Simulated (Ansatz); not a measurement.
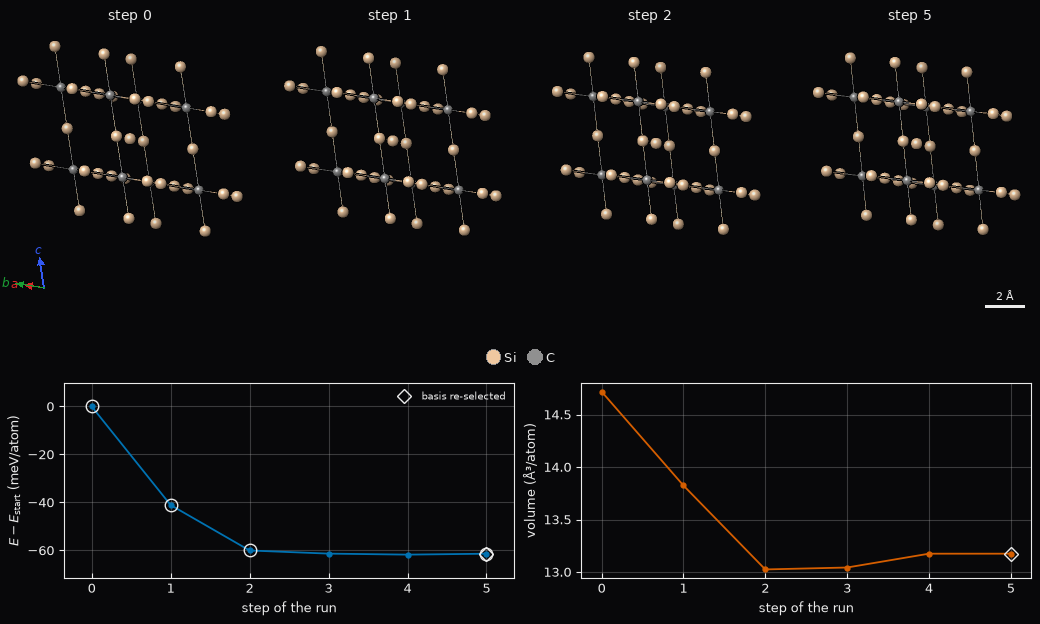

Frames of a relaxation of a crystal of Si₄C (a generated structure, set up in R-3m) (coarse preliminary run), marked on the history of the run. Style: ball-and-stick. Shown: the cell of the calculation, from a free direction.

These are results of DFT PBE, scalar-relativistic, plane waves, PAW in Ansatz, not measurements.

Input file:
```yaml
crystal:
  lattice:
    - [2.63748916, 1.52275508, 3.05391114]
    - [-2.63748916, 1.52275508, 3.05391114]
    - [0.0, -3.04551015, 3.05391114]
  atoms:
    - { symbol: Si, position: [0.5, 0.5, 0.5] }
    - { symbol: Si, position: [0.0, 0.0, 0.5] }
    - { symbol: Si, position: [0.5, 0.0, 0.0] }
    - { symbol: Si, position: [0.0, 0.5, 0.0] }
    - { symbol: C, position: [0.0, 0.0, 0.0] }
basis:
  ecutwfc: 420
kpoints:
  mp_grid: { grid: [6, 6, 6] }
hamiltonian:
  xc: pbe
scf:
  occupations: { method: gaussian, width: 0.1 }
  lower_state_search: "off"
output:
  forces: true
  stress: true
  eigenvalues: true
relax:
  adjacent_minimum: "off"
  f_tol: 0.04
  max_steps: 70
  cell: { stress_tol: 0.4 }
```

Launched with:
```bash
ansatz run input.yaml --threads 1 --pin off --max-ram 2560MiB --backend cpu --events-out ev --progress --plain --runs-dir out
```

Question: Describe the path.

Answer: The atoms keep their places relative to the cell (all moves are under 0.005 Å). The drawn cell changes as follows: a = b = c 4.313 → 4.099 Å (−5.0 %), α 75.4° → 79.7°, β 75.4° → 79.7°, γ 75.4° → 79.7°; the volume changes by −10.5 %. Among the contacts that change: Si2–C5 2.156 → 2.049 Å. Among the angles between lasting bonds that change: Si2–C5–Si3 75.4° → 79.7°, Si2–C5–Si3 104.6° → 100.3°. The space group stays R-3m (No. 166). Over 4 accepted moves (5 points after the start) the energy falls by 61.4 meV per atom. All forces vanish by symmetry, so only the cell relaxes. Pressure: −8.22 GPa at the start and −0.33 GPa at the end. At 1 point the geometry stayed and the basis and grid were re-selected for the new cell (energy shift of 0.4 meV per atom at most each time). From step 0 to 1: volume −6.1 %, energy −41.1 meV per atom. From step 1 to 2: volume −5.8 %, energy −18.9 meV per atom. From step 2 to 5: volume +1.2 %, energy −1.3 meV per atom.

| step | E − E(0), meV/atom | pressure, GPa | volume, Å³/atom | note |
| --- | --- | --- | --- | --- |
| 0 | 0.00 | -8.22 | 14.718 |  |
| 1 | -41.11 | -3.89 | 13.824 |  |
| 2 | -60.04 | 1.18 | 13.024 |  |
| 3 | -61.35 | 0.73 | 13.043 |  |
| 4 | -61.77 | -0.29 | 13.174 |  |
| 5 | -61.39 | -0.33 | 13.174 | same geometry, new basis |
